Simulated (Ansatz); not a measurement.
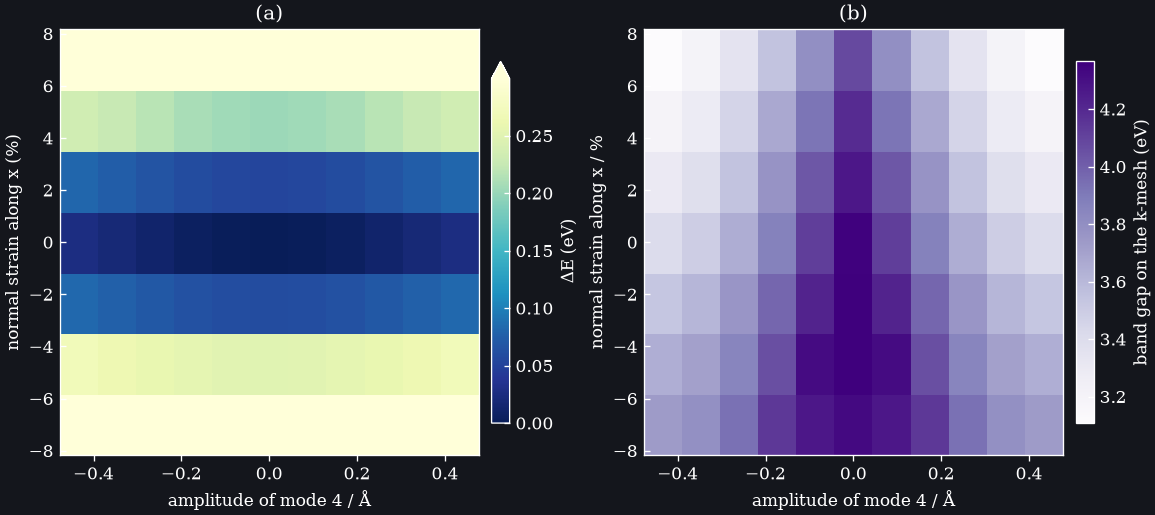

BN (P-6m2, No. 187; 4 atoms in the cell). The energy is mapped over a normal mode and a strain (zone-centre modes of the 4-atom cell of this scan) (x along [1 0 0], y along [1 2 0], z along [0 0 1] of the conventional cell). First axis: amplitude of mode 4 (47 cm⁻¹), largest displacement in the unstrained cell. Second axis: normal strain along x. Nothing is relaxed (the pattern is fixed in fractional coordinates). The grid has 11 × 7 points; 42 points were computed and 35 follow by symmetry. Points are written as (first, second). All energies are given in eV per cell relative to the lowest grid point. Computed with DFT PBE+D3(BJ), scalar-relativistic, plane waves, PAW in Ansatz. Settings: cutoff 520 eV, k-mesh 12×12×4 in the order of the run's cell vectors, methfessel-paxton smearing 0.05 eV, no spin polarisation.

Panel (a) is the energy; panel (b) is the computed band gap on the k-mesh, in eV.

Drawn: one coloured cell a grid point, one colour for all values above the top of the scale.

Q: How does the band gap on the k-mesh vary over the map, and what is it at the lowest grid point?

A: It runs from 3.11 eV at (−0.434 Å, 7.00 %) to 4.37 eV at (0.000 Å, −4.67 %). At the lowest grid point, (0.000 Å, 0.00 %), it is 4.36 eV.
